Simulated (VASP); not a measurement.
Density-of-states run of CoSi2 (part 2 of 3)

Continued. System: CoSi2 (12 atoms in the cell). Method: Kohn-Sham DFT of a periodic cell, RPBE with D3(BJ), DFT+U, VASP PAW PBE potentials, recommended, spin-polarised (VASP 6.6.1); cutoff 520 eV, 5×5×5 k-mesh, tetrahedron occupations, collinear spins. The structure derives from an entry of the Crystallography Open Database. The run did not end well. The settings of this run were made unusual or wrong on purpose.

Geometry of the input (Å; fractional positions):
```
5.3560  0.0000  0.0000
0.0000  5.3560  0.0000
0.0000  0.0000  5.3560
Co 0.0000  0.0000  0.0000
Co 0.0000  0.5000  0.5000
Co 0.5000  0.0000  0.5000
Co 0.5000  0.5000  0.0000
Si 0.2500  0.2500  0.7500
Si 0.7500  0.7500  0.2500
Si 0.7500  0.2500  0.7500
Si 0.2500  0.7500  0.2500
Si 0.7500  0.7500  0.7500
Si 0.2500  0.2500  0.2500
Si 0.2500  0.7500  0.7500
Si 0.7500  0.2500  0.2500
```

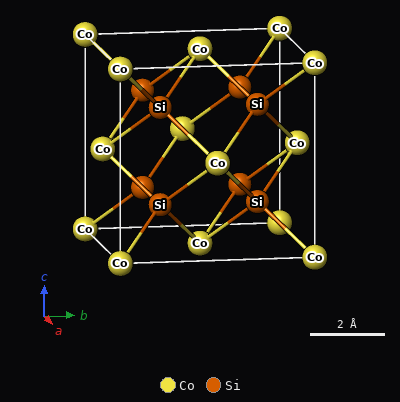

The structure (ball-and-stick view of the cell of the calculation, seen slightly off an axis).

## Parts of OUTCAR, continued
```
  o =  0.5770  v =  0.0000  0.0000  0.0000  0.0000  0.0000  1.0000  0.0000  0.0000  0.0000  0.0000      0.0000  0.0000  0.0000  0.0000  0.0000  0.0000  0.0000  0.0000  0.0000  0.0000
  o =  0.5770  v =  0.0000  0.0000  0.0000  0.0000  0.0000  0.0000  1.0000  0.0000  0.0000  0.0000      0.0000  0.0000  0.0000  0.0000  0.0000  0.0000  0.0000  0.0000  0.0000  0.0000
  o =  0.5770  v =  0.0000  0.0000  0.0000  0.0000  0.0000  0.0000  0.0000  1.0000  0.0000  0.0000      0.0000  0.0000  0.0000  0.0000  0.0000  0.0000  0.0000  0.0000  0.0000  0.0000
  o =  0.5770  v =  0.0000  0.0000  0.0000  0.0000  0.0000  0.0000  0.0000  0.0000  1.0000  0.0000      0.0000  0.0000  0.0000  0.0000  0.0000  0.0000  0.0000  0.0000  0.0000  0.0000
  o =  0.5770  v =  0.0000  0.0000  0.0000  0.0000  0.0000  0.0000  0.0000  0.0000  0.0000  1.0000      0.0000  0.0000  0.0000  0.0000  0.0000  0.0000  0.0000  0.0000  0.0000  0.0000
  o =  0.9066  v =  1.0000  0.0000  0.0000  0.0000  0.0000  0.0000  0.0000  0.0000  0.0000  0.0000      0.0000  0.0000  0.0000  0.0000  0.0000  0.0000  0.0000  0.0000  0.0000  0.0000
  o =  0.9066  v =  0.0000  1.0000  0.0000  0.0000  0.0000  0.0000  0.0000  0.0000  0.0000  0.0000      0.0000  0.0000  0.0000  0.0000  0.0000  0.0000  0.0000  0.0000  0.0000  0.0000
  o =  0.9066  v =  0.0000  0.0000  1.0000  0.0000  0.0000  0.0000  0.0000  0.0000  0.0000  0.0000      0.0000  0.0000  0.0000  0.0000  0.0000  0.0000  0.0000  0.0000  0.0000  0.0000
  o =  0.9066  v =  0.0000  0.0000  0.0000  1.0000  0.0000  0.0000  0.0000  0.0000  0.0000  0.0000      0.0000  0.0000  0.0000  0.0000  0.0000  0.0000  0.0000  0.0000  0.0000  0.0000
  o =  0.9066  v =  0.0000  0.0000  0.0000  0.0000  1.0000  0.0000  0.0000  0.0000  0.0000  0.0000      0.0000  0.0000  0.0000  0.0000  0.0000  0.0000  0.0000  0.0000  0.0000  0.0000

atom =   2  type =  1  l = 2

 onsite density matrix

spin component  1

  0.9066  0.0000  0.0000  0.0000  0.0000
  0.0000  0.9066  0.0000  0.0000  0.0000
  0.0000  0.0000  0.9066  0.0000  0.0000
  0.0000  0.0000  0.0000  0.9066  0.0000
  0.0000  0.0000  0.0000  0.0000  0.9066

spin component  2

  0.5770  0.0000  0.0000  0.0000  0.0000
  0.0000  0.5770  0.0000  0.0000  0.0000
  0.0000  0.0000  0.5770  0.0000  0.0000
  0.0000  0.0000  0.0000  0.5770  0.0000
  0.0000  0.0000  0.0000  0.0000  0.5770

 occupancies and eigenvectors

  o =  0.5770  v =  0.0000  0.0000  0.0000  0.0000  0.0000  1.0000  0.0000  0.0000  0.0000  0.0000      0.0000  0.0000  0.0000  0.0000  0.0000  0.0000  0.0000  0.0000  0.0000  0.0000
  o =  0.5770  v =  0.0000  0.0000  0.0000  0.0000  0.0000  0.0000  1.0000  0.0000  0.0000  0.0000      0.0000  0.0000  0.0000  0.0000  0.0000  0.0000  0.0000  0.0000  0.0000  0.0000
  o =  0.5770  v =  0.0000  0.0000  0.0000  0.0000  0.0000  0.0000  0.0000  1.0000  0.0000  0.0000      0.0000  0.0000  0.0000  0.0000  0.0000  0.0000  0.0000  0.0000  0.0000  0.0000
  o =  0.5770  v =  0.0000  0.0000  0.0000  0.0000  0.0000  0.0000  0.0000  0.0000  1.0000  0.0000      0.0000  0.0000  0.0000  0.0000  0.0000  0.0000  0.0000  0.0000  0.0000  0.0000
  o =  0.5770  v =  0.0000  0.0000  0.0000  0.0000  0.0000  0.0000  0.0000  0.0000  0.0000  1.0000      0.0000  0.0000  0.0000  0.0000  0.0000  0.0000  0.0000  0.0000  0.0000  0.0000
  o =  0.9066  v =  1.0000  0.0000  0.0000  0.0000  0.0000  0.0000  0.0000  0.0000  0.0000  0.0000      0.0000  0.0000  0.0000  0.0000  0.0000  0.0000  0.0000  0.0000  0.0000  0.0000
  o =  0.9066  v =  0.0000  1.0000  0.0000  0.0000  0.0000  0.0000  0.0000  0.0000  0.0000  0.0000      0.0000  0.0000  0.0000  0.0000  0.0000  0.0000  0.0000  0.0000  0.0000  0.0000
  o =  0.9066  v =  0.0000  0.0000  1.0000  0.0000  0.0000  0.0000  0.0000  0.0000  0.0000  0.0000      0.0000  0.0000  0.0000  0.0000  0.0000  0.0000  0.0000  0.0000  0.0000  0.0000
  o =  0.9066  v =  0.0000  0.0000  0.0000  1.0000  0.0000  0.0000  0.0000  0.0000  0.0000  0.0000      0.0000  0.0000  0.0000  0.0000  0.0000  0.0000  0.0000  0.0000  0.0000  0.0000
  o =  0.9066  v =  0.0000  0.0000  0.0000  0.0000  1.0000  0.0000  0.0000  0.0000  0.0000  0.0000      0.0000  0.0000  0.0000  0.0000  0.0000  0.0000  0.0000  0.0000  0.0000  0.0000

atom =   3  type =  1  l = 2

 onsite density matrix

spin component  1

  0.9066  0.0000  0.0000  0.0000  0.0000
  0.0000  0.9066  0.0000  0.0000  0.0000
  0.0000  0.0000  0.9066  0.0000  0.0000
  0.0000  0.0000  0.0000  0.9066  0.0000
  0.0000  0.0000  0.0000  0.0000  0.9066

spin component  2

  0.5770  0.0000  0.0000  0.0000  0.0000
  0.0000  0.5770  0.0000  0.0000  0.0000
  0.0000  0.0000  0.5770  0.0000  0.0000
  0.0000  0.0000  0.0000  0.5770  0.0000
  0.0000  0.0000  0.0000  0.0000  0.5770

 occupancies and eigenvectors

  o =  0.5770  v =  0.0000  0.0000  0.0000  0.0000  0.0000  1.0000  0.0000  0.0000  0.0000  0.0000      0.0000  0.0000  0.0000  0.0000  0.0000  0.0000  0.0000  0.0000  0.0000  0.0000
  o =  0.5770  v =  0.0000  0.0000  0.0000  0.0000  0.0000  0.0000  1.0000  0.0000  0.0000  0.0000      0.0000  0.0000  0.0000  0.0000  0.0000  0.0000  0.0000  0.0000  0.0000  0.0000
  o =  0.5770  v =  0.0000  0.0000  0.0000  0.0000  0.0000  0.0000  0.0000  1.0000  0.0000  0.0000      0.0000  0.0000  0.0000  0.0000  0.0000  0.0000  0.0000  0.0000  0.0000  0.0000
  o =  0.5770  v =  0.0000  0.0000  0.0000  0.0000  0.0000  0.0000  0.0000  0.0000  1.0000  0.0000      0.0000  0.0000  0.0000  0.0000  0.0000  0.0000  0.0000  0.0000  0.0000  0.0000
  o =  0.5770  v =  0.0000  0.0000  0.0000  0.0000  0.0000  0.0000  0.0000  0.0000  0.0000  1.0000      0.0000  0.0000  0.0000  0.0000  0.0000  0.0000  0.0000  0.0000  0.0000  0.0000
  o =  0.9066  v =  1.0000  0.0000  0.0000  0.0000  0.0000  0.0000  0.0000  0.0000  0.0000  0.0000      0.0000  0.0000  0.0000  0.0000  0.0000  0.0000  0.0000  0.0000  0.0000  0.0000
  o =  0.9066  v =  0.0000  1.0000  0.0000  0.0000  0.0000  0.0000  0.0000  0.0000  0.0000  0.0000      0.0000  0.0000  0.0000  0.0000  0.0000  0.0000  0.0000  0.0000  0.0000  0.0000
  o =  0.9066  v =  0.0000  0.0000  1.0000  0.0000  0.0000  0.0000  0.0000  0.0000  0.0000  0.0000      0.0000  0.0000  0.0000  0.0000  0.0000  0.0000  0.0000  0.0000  0.0000  0.0000
  o =  0.9066  v =  0.0000  0.0000  0.0000  1.0000  0.0000  0.0000  0.0000  0.0000  0.0000  0.0000      0.0000  0.0000  0.0000  0.0000  0.0000  0.0000  0.0000  0.0000  0.0000  0.0000
  o =  0.9066  v =  0.0000  0.0000  0.0000  0.0000  1.0000  0.0000  0.0000  0.0000  0.0000  0.0000      0.0000  0.0000  0.0000  0.0000  0.0000  0.0000  0.0000  0.0000  0.0000  0.0000

atom =   4  type =  1  l = 2

 onsite density matrix

spin component  1

  0.9066  0.0000  0.0000  0.0000  0.0000
  0.0000  0.9066  0.0000  0.0000  0.0000
  0.0000  0.0000  0.9066  0.0000  0.0000
  0.0000  0.0000  0.0000  0.9066  0.0000
  0.0000  0.0000  0.0000  0.0000  0.9066

spin component  2

  0.5770  0.0000  0.0000  0.0000  0.0000
  0.0000  0.5770  0.0000  0.0000  0.0000
  0.0000  0.0000  0.5770  0.0000  0.0000
  0.0000  0.0000  0.0000  0.5770  0.0000
  0.0000  0.0000  0.0000  0.0000  0.5770

 occupancies and eigenvectors

  o =  0.5770  v =  0.0000  0.0000  0.0000  0.0000  0.0000  1.0000  0.0000  0.0000  0.0000  0.0000      0.0000  0.0000  0.0000  0.0000  0.0000  0.0000  0.0000  0.0000  0.0000  0.0000
  o =  0.5770  v =  0.0000  0.0000  0.0000  0.0000  0.0000  0.0000  1.0000  0.0000  0.0000  0.0000      0.0000  0.0000  0.0000  0.0000  0.0000  0.0000  0.0000  0.0000  0.0000  0.0000
  o =  0.5770  v =  0.0000  0.0000  0.0000  0.0000  0.0000  0.0000  0.0000  1.0000  0.0000  0.0000      0.0000  0.0000  0.0000  0.0000  0.0000  0.0000  0.0000  0.0000  0.0000  0.0000
  o =  0.5770  v =  0.0000  0.0000  0.0000  0.0000  0.0000  0.0000  0.0000  0.0000  1.0000  0.0000      0.0000  0.0000  0.0000  0.0000  0.0000  0.0000  0.0000  0.0000  0.0000  0.0000
  o =  0.5770  v =  0.0000  0.0000  0.0000  0.0000  0.0000  0.0000  0.0000  0.0000  0.0000  1.0000      0.0000  0.0000  0.0000  0.0000  0.0000  0.0000  0.0000  0.0000  0.0000  0.0000
  o =  0.9066  v =  1.0000  0.0000  0.0000  0.0000  0.0000  0.0000  0.0000  0.0000  0.0000  0.0000      0.0000  0.0000  0.0000  0.0000  0.0000  0.0000  0.0000  0.0000  0.0000  0.0000
  o =  0.9066  v =  0.0000  1.0000  0.0000  0.0000  0.0000  0.0000  0.0000  0.0000  0.0000  0.0000      0.0000  0.0000  0.0000  0.0000  0.0000  0.0000  0.0000  0.0000  0.0000  0.0000
  o =  0.9066  v =  0.0000  0.0000  1.0000  0.0000  0.0000  0.0000  0.0000  0.0000  0.0000  0.0000      0.0000  0.0000  0.0000  0.0000  0.0000  0.0000  0.0000  0.0000  0.0000  0.0000
  o =  0.9066  v =  0.0000  0.0000  0.0000  1.0000  0.0000  0.0000  0.0000  0.0000  0.0000  0.0000      0.0000  0.0000  0.0000  0.0000  0.0000  0.0000  0.0000  0.0000  0.0000  0.0000
  o =  0.9066  v =  0.0000  0.0000  0.0000  0.0000  1.0000  0.0000  0.0000  0.0000  0.0000  0.0000      0.0000  0.0000  0.0000  0.0000  0.0000  0.0000  0.0000  0.0000  0.0000  0.0000

 number of electron      68.0000000 magnetization       8.0000000

 Free energy of the ion-electron system (eV)
  ---------------------------------------------------
  ext. energy  EPLUGINS =         0.00000000
  ---------------------------------------------------
  free energy    TOTEN  =       -51.11865186 eV

  energy without entropy =      -51.11865186  energy(sigma->0) =      -51.11865186

 E-fermi :  10.8633     XC(G=0): -11.6956     alpha+bet :-17.4956

 val. band max:       11.2767604181   @ k =   0.2000   0.2000   0.2000
 cond. band min:      10.7084461573   @ k =   0.4000   0.4000   0.4000
 fundamental gap:     -0.5683142608
 Fermi energy:        10.8632581375

 spin component 1

 k-point     1 :       0.0000    0.0000    0.0000
  band No.  band energies     occupation
      1      -3.1502      1.00000
      2       0.9636      1.00000
      3       0.9637      1.00000
      4       0.9640      1.00000
      5       2.5548      1.00000
      6       2.5549      1.00000
      7       2.5556      1.00000
      8       2.8649      1.00000
      9       2.8652      1.00000
     10       2.8653      1.00000
     11       4.7934      1.00000
     12       4.7935      1.00000
     13       4.7944      1.00000
     14       6.3138      1.00000
     15       6.3138      1.00000
     16       6.3139      1.00000
     17       6.3142      1.00000
     18       6.3145      1.00000
     19       6.3165      1.00000
     20       6.5666      1.00000
     21       6.5666      1.00000
     22       6.5667      1.00000
     23       6.5670      1.00000
     24       6.5672      1.00000
     25       6.5676      1.00000
     26       6.6660      1.00000
     27       6.6664      1.00000
     28       7.0306      1.00000
     29       7.0307      1.00000
     30       7.0311      1.00000
     31       7.1767      1.00000
     32       7.1769      1.00000
     33       7.1772      1.00000
     34      10.7463      1.00000
     35      10.7463      0.88990
     36      10.7466      0.10468
     37      10.9354      0.00000
     38      12.5465      0.00000
     39      12.5469      0.00000
     40      12.5479      0.00000
     41      12.8866      0.00000
     42      12.8897      0.00000
     43      12.9824      0.00000
     44      13.3438      0.00000
     45      13.3740      0.00000

 k-point     2 :       0.2000    0.0000    0.0000
  band No.  band energies     occupation
      1      -2.9472      1.00000
      2      -0.0774      1.00000
      3       1.0932      1.00000
      4       1.0934      1.00000
      5       2.5923      1.00000
      6       2.5928      1.00000
      7       2.7494      1.00000
      8       2.7497      1.00000
      9       3.0063      1.00000
     10       3.7381      1.00000
     11       4.5438      1.00000
     12       4.8414      1.00000
     13       4.8415      1.00000
     14       5.3859      1.00000
     15       5.3862      1.00000
     16       5.7589      1.00000
     17       5.7592      1.00000
     18       6.4201      1.00000
     19       6.4207      1.00000
     20       6.5316      1.00000
     21       6.5672      1.00000
     22       6.5674      1.00000
     23       6.5788      1.00000
     24       6.5791      1.00000
     25       6.7128      1.00000
     26       7.1260      1.00000
     27       7.1398      1.00000
     28       7.1406      1.00000
     29       7.3258      1.00000
     30       7.3364      1.00000
     31       7.3370      1.00000
     32       7.7189      1.00000
     33       7.7193      1.00000
     34      10.7520      1.00000
     35      10.8673      0.90366
     36      11.1901      0.01291
     37      11.1934     -0.00063
     38      11.3139     -0.00061
     39      11.3237      0.00000
     40      12.5308      0.00000
     41      12.6136      0.00000
     42      13.1627      0.00000
     43      13.1650      0.00000
     44      13.5471      0.00000
     45      14.4036      0.00000

 k-point     3 :       0.4000    0.0000    0.0000
  band No.  band energies     occupation
      1      -2.3442      1.00000
      2      -1.3646      1.00000
      3       1.4653      1.00000
      4       1.4660      1.00000
      5       2.0178      1.00000
      6       2.0180      1.00000
      7       3.3222      1.00000
      8       3.3224      1.00000
      9       3.4064      1.00000
     10       3.9807      1.00000
     11       4.2344      1.00000
     12       4.2346      1.00000
     13       4.9974      1.00000
     14       4.9976      1.00000
     15       5.2067      1.00000
     16       5.2927      1.00000
     17       5.2928      1.00000
     18       6.0946      1.00000
     19       6.5565      1.00000
     20       6.5567      1.00000
     21       6.5683      1.00000
     22       6.5685      1.00000
     23       6.5940      1.00000
     24       6.5942      1.00000
     25       6.8366      1.00000
     26       6.9946      1.00000
     27       7.1461      1.00000
     28       7.1463      1.00000
     29       8.1411      1.00000
     30       8.1420      1.00000
     31       8.3993      1.00000
     32       8.4364      1.00000
     33       8.4373      1.00000
     34       9.7608      1.00000
     35       9.7609      1.01983
     36      10.3802      1.11239
     37      10.7532      0.11579
     38      10.7830      0.04008
     39      12.4597      0.00000
     40      12.4658      0.00000
     41      12.8296      0.00000
     42      13.3110      0.00000
     43      14.3910      0.00000
     44      14.4404      0.00000
     45      14.8537      0.00000

 k-point     4 :       0.2000    0.2000    0.0000
  band No.  band energies     occupation
      1      -2.7458      1.00000
      2       0.0873      1.00000
      3       0.0874      1.00000
      4       1.2229      1.00000
      5       2.1304      1.00000
      6       2.7277      1.00000
      7       2.7279      1.00000
      8       2.9584      1.00000
      9       3.8690      1.00000
     10       3.8699      1.00000
     11       4.2326      1.00000
     12       4.8559      1.00000
     13       4.9727      1.00000
     14       5.3504      1.00000
     15       5.3508      1.00000
     16       5.4329      1.00000
     17       5.8846      1.00000
     18       5.8848      1.00000
     19       6.1348      1.00000
     20       6.4206      1.00000
     21       6.5113      1.00000
     22       6.6848      1.00000
     23       6.6867      1.00000
     24       6.6871      1.00000
     25       6.7461      1.00000
     26       7.1711      1.00000
     27       7.1714      1.00000
     28       7.2741      1.00000
     29       7.2744      1.00000
     30       7.5618      1.00000
     31       7.7412      1.00000
     32       8.0628      1.00000
     33       8.0633      1.00000
     34      10.0588      1.00000
     35      10.2361      1.02945
     36      11.2343     -0.05005
     37      11.2350     -0.00104
     38      11.2360      0.00012
     39      12.2396      0.00000
     40      12.7324      0.00000
     41      13.0062      0.00000
     42      13.2358      0.00000
     43      13.2566      0.00000
     44      13.9845      0.00000
     45      14.3262      0.00000
```
